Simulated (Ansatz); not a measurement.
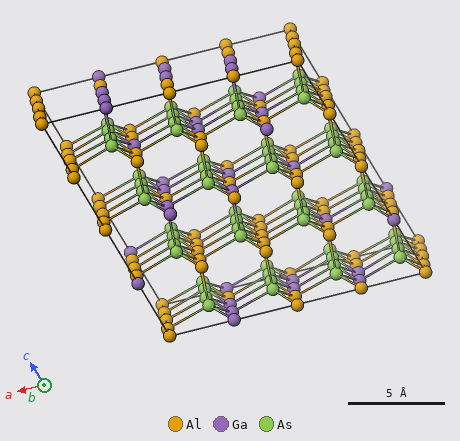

Starting structure of solid Al₄₄Ga₂₀As₆₄ (a generated structure, set up in P1). Style: ball-and-stick. Shown: the cell of the calculation, from a free direction.

All numbers below come from DFT, PBEsol, PAW, plane waves (Ansatz 0.2.0).

(plane-wave cutoff 420 eV; k-point mesh 1 × 1 × 1; mesh shifted by (0.5, 0.5, 0.5); no spin polarisation; cell relaxed at fixed shape; force threshold 0.03 eV/Å; at most 80 steps)

```
CELL_PARAMETERS angstrom
0.00000 11.33946 11.33946
11.33946 0.00000 11.33946
11.33946 11.33946 0.00000
ATOMIC_POSITIONS crystal
Al 0.99976 0.99887 0.00126
Al 0.50257 0.00118 0.99740
Al 0.99776 0.49901 0.00168
Al 0.00046 0.99848 0.50150
Al 0.25050 0.24618 0.25268
Al 0.49677 0.99995 0.50119
Al 0.74858 0.25274 0.24823
Al 0.99707 0.50128 0.50125
Al 0.24984 0.74797 0.25032
Al 0.25153 0.25038 0.74874
Al 0.50206 0.49943 0.50067
Al 0.75150 0.75001 0.24879
Al 0.75038 0.24792 0.75213
Al 0.25068 0.75259 0.75044
Al 0.75057 0.75263 0.74946
Al 0.24918 0.24820 0.00141
Al 0.49946 0.00187 0.24903
Al 0.75114 0.25209 0.99725
Al 0.99989 0.50135 0.24777
Al 0.00043 0.00140 0.74894
Al 0.24867 0.24835 0.50095
Al 0.50067 0.50109 0.25034
Al 0.50089 0.99695 0.75037
Al 0.99825 0.49572 0.75522
Al 0.24841 0.75083 0.49975
Al 0.99986 0.25078 0.99984
Al 0.24972 0.99799 0.25158
Al 0.74952 0.99924 0.25185
Al 0.00133 0.75299 0.99922
Al 0.00073 0.24909 0.50205
Al 0.50251 0.74651 0.00063
Al 0.75096 0.50054 0.25114
Al 0.75199 0.99901 0.74972
Al 0.00023 0.75050 0.50189
Al 0.25091 0.99952 0.00192
Al 0.00110 0.24924 0.24886
Al 0.25096 0.00086 0.50051
Al 0.49772 0.25118 0.25090
Al 0.99874 0.75084 0.24749
Al 0.00259 0.25140 0.74895
Al 0.49979 0.74822 0.25168
Al 0.75032 0.49845 0.50047
Al 0.99886 0.75050 0.74978
Al 0.49976 0.74981 0.74921
Ga 0.50051 0.49940 0.99991
Ga 0.00007 0.99908 0.24815
Ga 0.25113 0.74923 0.99969
Ga 0.74863 0.75114 0.00085
Ga 0.75069 0.25068 0.50191
Ga 0.49957 0.50150 0.75056
Ga 0.75239 0.74832 0.49972
Ga 0.49786 0.25031 0.00056
Ga 0.25053 0.50041 0.25034
Ga 0.24601 0.00149 0.74989
Ga 0.49762 0.25180 0.50206
Ga 0.24926 0.50005 0.75258
Ga 0.50035 0.74862 0.49837
Ga 0.74840 0.49957 0.75183
Ga 0.74804 0.00101 0.00188
Ga 0.24888 0.49968 0.99922
Ga 0.74960 0.50064 0.00081
Ga 0.74806 0.99969 0.49988
Ga 0.25160 0.49920 0.49934
Ga 0.50238 0.25083 0.74793
As 0.06303 0.06316 0.06032
As 0.56285 0.06396 0.06161
As 0.06250 0.56233 0.06555
As 0.06295 0.06126 0.56107
As 0.31330 0.31169 0.31175
As 0.56069 0.56488 0.06328
As 0.56070 0.06468 0.56000
As 0.80913 0.31641 0.31476
As 0.06162 0.56246 0.56532
As 0.31374 0.80947 0.31443
As 0.31619 0.31171 0.81099
As 0.56381 0.56257 0.56099
As 0.81213 0.81323 0.31299
As 0.81475 0.31010 0.81305
As 0.31284 0.81415 0.81224
As 0.81408 0.80918 0.81441
As 0.06208 0.06462 0.31068
As 0.31255 0.31314 0.06281
As 0.55890 0.06191 0.31561
As 0.81122 0.31238 0.06533
As 0.05972 0.56227 0.31347
As 0.31437 0.81194 0.06005
As 0.06231 0.06306 0.81144
As 0.31266 0.31296 0.56222
As 0.56386 0.56225 0.31282
As 0.81154 0.81458 0.06116
As 0.56263 0.06323 0.81202
As 0.81160 0.31477 0.56166
As 0.06305 0.56110 0.81309
As 0.31197 0.81468 0.56181
As 0.56275 0.56154 0.81234
As 0.81149 0.81064 0.56195
As 0.06388 0.31149 0.06274
As 0.31425 0.05830 0.31415
As 0.56212 0.31289 0.06003
As 0.81077 0.06131 0.31412
As 0.06318 0.80975 0.06263
As 0.06254 0.31225 0.56199
As 0.30911 0.56317 0.31184
As 0.56092 0.81603 0.06158
As 0.31297 0.06363 0.81197
As 0.56352 0.31023 0.56260
As 0.81403 0.56281 0.31229
As 0.81215 0.06328 0.80864
As 0.06247 0.81263 0.56315
As 0.31342 0.56159 0.81364
As 0.56315 0.81277 0.56249
As 0.81261 0.56188 0.81239
As 0.31514 0.06128 0.06444
As 0.81330 0.06190 0.06189
As 0.06401 0.30954 0.31115
As 0.31378 0.56184 0.06255
As 0.30961 0.06378 0.56368
As 0.56214 0.31123 0.31459
As 0.81519 0.56009 0.06161
As 0.81042 0.06411 0.56344
As 0.06048 0.81400 0.31302
As 0.06277 0.31231 0.81144
As 0.31133 0.56230 0.56110
As 0.56024 0.81502 0.31382
As 0.56158 0.31349 0.81217
As 0.81108 0.56236 0.56370
As 0.06207 0.81120 0.81428
As 0.56013 0.81468 0.81255
```

Question: Predict the outcome.

Answer: The energy falls by 6.1 meV per atom in 3 geometry steps. Largest force component: 0.71 eV/Å at the start, 0.013 eV/Å at the end. The pressure goes from 0.10 to −0.01 GPa. Al24 moves most: 0.079 Å along [1 2 −3]. By element the largest moves are Al 0.079 Å, As 0.071 Å, Ga 0.065 Å. The cell doesn't change. Among the contacts that change: Al31–As70 2.379 → 2.455 Å, Ga59–As108 2.530 → 2.455 Å, Al29–As101 2.384 → 2.456 Å, Al19–As67 2.386 → 2.455 Å. Bond angles that change, for instance: Ga49–As106–Ga55 112.3° → 109.5°, Al2–As104–Al31 111.9° → 109.3°, As112–Al24–As122 112.0° → 109.4°. The space group stays P1 (No. 1). The run took 6.7 s on 1 × NVIDIA GB200 with 8 threads of Arm Neoverse-V2, peak memory 2.8 GiB.

The end point in the same view:

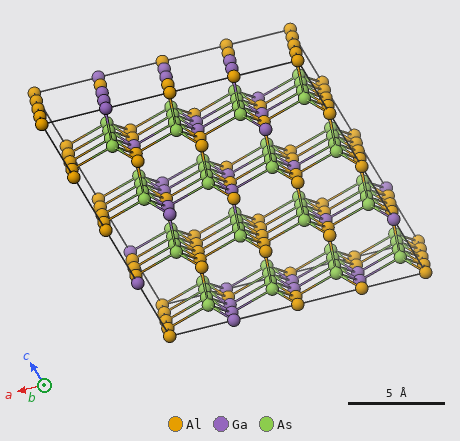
